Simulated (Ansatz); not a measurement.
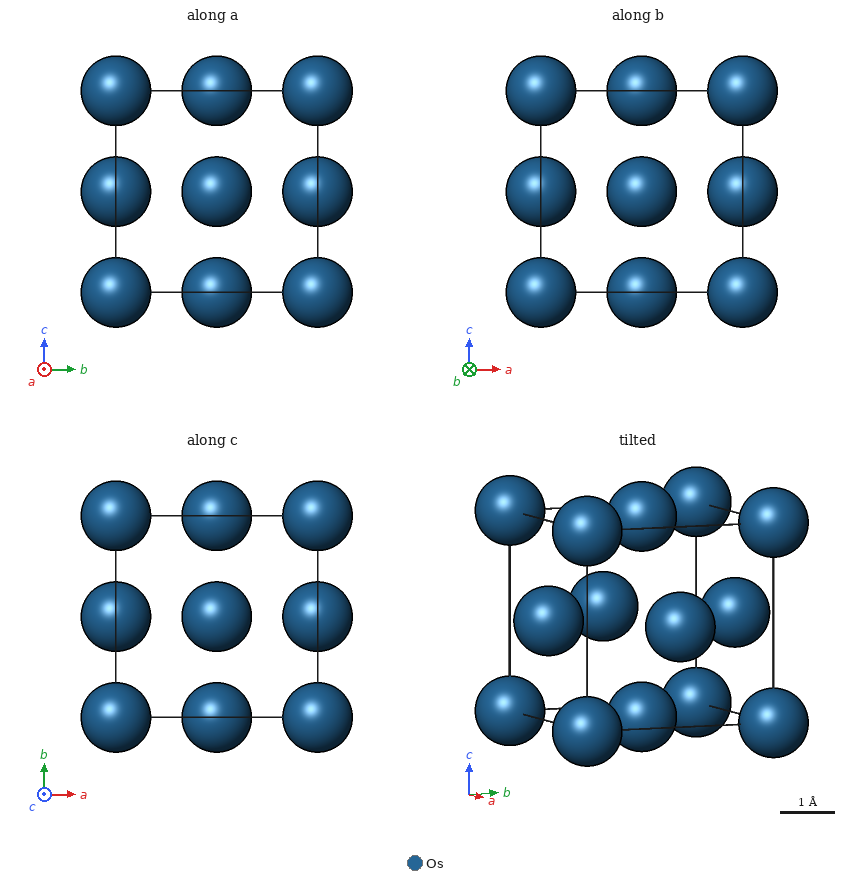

Spheres-only drawing of the structure, looking along the a axis, along the b axis, along the c axis and slightly off an axis. The box is the conventional unit cell; atoms on or close to its faces, edges and corners are drawn wherever they repeat.

Lattice parameters: a = 3.782 Å, b = 3.782 Å, c = 3.782 Å, α = 90.00°, β = 90.00°, γ = 90.00°.

**Give the structure in the form of a table of Wyckoff sites.**

Space group Fm-3m (No. 225).
```json
{"atom": "Os", "site": "4a", "x": "0.0000", "y": "0.0000", "z": "0.0000"}
```

The model was built from a structure type filled with this element by a generator (whether the element takes this form wasn't checked). Earlier steps of the study may have refined or changed the cell and positions. It went into a calculation with Ansatz.

At this level of theory the cell isn't at rest (compressed, at 19 GPa), so its distances can differ from those at equilibrium, the more so the softer the solid.
